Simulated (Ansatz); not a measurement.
# CdS: what the fields show

Input

```
crystal:
  lattice:
    - [0.0, 2.91, 2.91]
    - [2.91, 0.0, 2.91]
    - [2.91, 2.91, 0.0]
  atoms:
    - { symbol: Cd, position: [0.0, 0.0, 0.0] }
    - { symbol: S, position: [0.75, 0.75, 0.75] }
basis:
  ecutwfc: 420
kpoints:
  mp_grid: { grid: [10, 10, 10] }
hamiltonian:
  xc: pbe
scf:
  occupations: { method: gaussian, width: 0.05 }
output:
  forces: true
  stress: true
  eigenvalues: true
  write_density: true
  write_potential: true
  elf: true
  volumetric_format: npy
```

Launched as:

```sh
ansatz run input.yaml --threads 1 --pin off --max-ram 2560MiB --backend cpu --events-out ev --progress --plain --runs-dir out
```

Below, planes, directions and counts refer to the conventional cell (a = 5.82 Å, b = 5.82 Å, c = 5.82 Å, α = 90.00°, β = 90.00°, γ = 90.00°).

Space group F-43m; computed pressure about 3 GPa in this cell.

All numbers below come from Ansatz 0.2.0, DFT PBE, scalar-relativistic, plane waves, PAW.

Core electrons are frozen (PAW), and the valence fields are smoothed inside the atomic spheres.

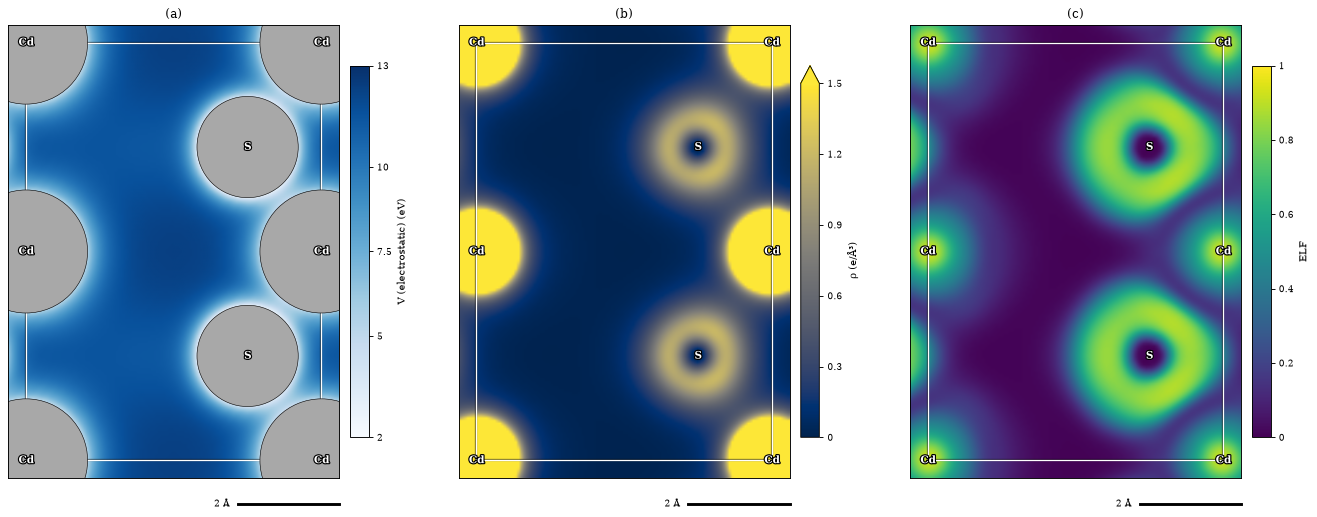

Figure 1. (a) electrostatic potential energy of an electron; (b) valence charge density (pseudo); (c) electron localisation function on the (110) plane of the conventional cell. Grey discs cover the atomic cores in the potential map.

Read the bonding off the picture.

- Atoms in the plane: Cd and S.
- Cd–S (2.52 Å): ρ at the midpoint is about 0.43 e/Å³; the ELF peaks at about 0.90 in the valence shell of S, 0.8 Å from its nucleus, and is about 0.30 at the midpoint.
- Between the atoms the lowest density in this plane is 0.01 e/Å³.
- The features right at Cd lie inside the PAW spheres, where the map follows smoothed inner orbitals and isn't to be read closely.
- Outside the cores the potential energy rises away from the atoms and is highest about 2.5 Å from the nearest atoms; its zero is arbitrary.

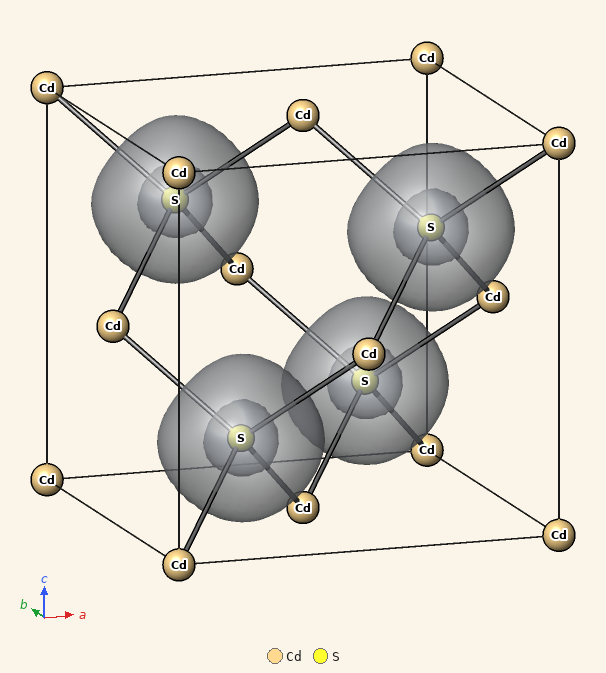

Figure 2. Isosurface of the ELF at 0.7 (grey), seen slightly off an axis. Core shells and regions of very low density are left out. Sticks mark near contacts.

Where are the electrons localised?

The surface consists of four regions wrapped around S (the valence shell of each), counted in one cell of 8 atoms. Regions shared between cells count once.

Does the calculation make it a metal, or give it a gap?

It is gapped, with a Kohn–Sham gap of 1.2 eV on the k-point mesh, an upper bound to the gap of this method.
